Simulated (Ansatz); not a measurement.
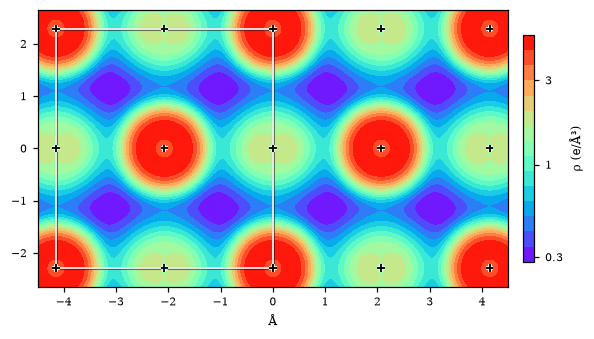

The valence pseudo-density on a plane through atoms (crosses mark nuclei in the plane).

Method: DFT r2SCAN, scalar-relativistic, plane waves, PAW in Ansatz 0.2.0.

Candidates:
A. WC, a = 3.24 Å, b = 3.24 Å, c = 4.15 Å, α = 90.00°, β = 90.00°, γ = 90.00°. Space group I4/mmm; a structure from a database of computed crystals, not necessarily the ambient phase; changed on purpose from its base cell (strain +0.050 along x and y, -0.050 along z, atoms carried along); computed pressure about −8 GPa in this cell.
B. BP, a = 3.21 Å, b = 3.21 Å, c = 5.56 Å, α = 73.22°, β = 73.22°, γ = 60.00°. Space group F-43m.
C. HfSi, a = 3.27 Å, b = 3.27 Å, c = 3.27 Å, α = 90.00°, β = 90.00°, γ = 90.00°. Space group Pm-3m; started from the caesium chloride_221 prototype, which need not be the ambient phase.

> Which system is this?

Candidate A: WC on the (11̄0) plane of the conventional cell, which holds W and C. W–C (2.07 Å): ρ is about 0.84 e/Å³ halfway. W–C (2.29 Å): the density is about 0.51 e/Å³ at the midpoint.
